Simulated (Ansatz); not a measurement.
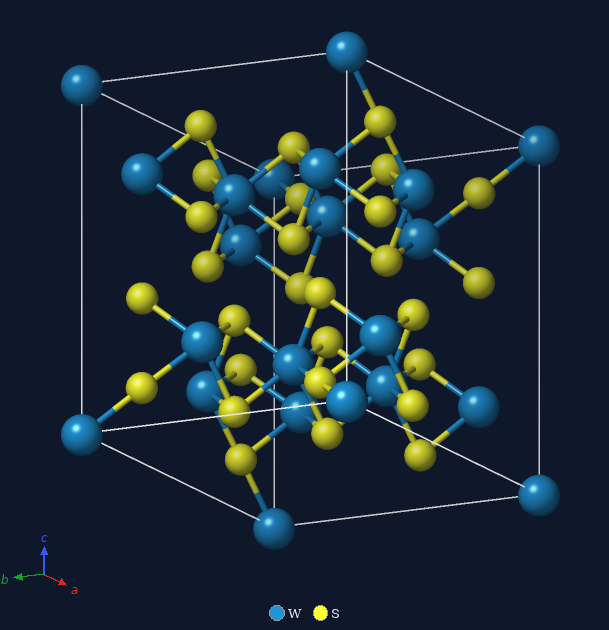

Crystal structure, ball-and-stick style, seen from a general direction. One simulation cell is framed, with atoms on its boundary repeated. Cell: a = 8.345 Å, b = 8.345 Å, c = 12.145 Å, α = 90.00°, β = 90.00°, γ = 120.00°.

Formula: W₁₅S₂₈. Within 0.01 Å the space group is P-3 (No. 147), primitive hexagonal. One cell contains 15 W, 28 S, 43 atoms in all. The coordination shell of W holds six S at about 2.4 Å. Not all metal-metal contacts are counted. The bonds build W15S28 layers parallel to (001).

The structure comes from a structure listed in the Materials Project, repeated into a supercell with a point defect put in. The atoms were relaxed in a fixed cell with DFT PBE+D3(BJ), scalar-relativistic, plane waves, PAW (Ansatz 0.2.0).
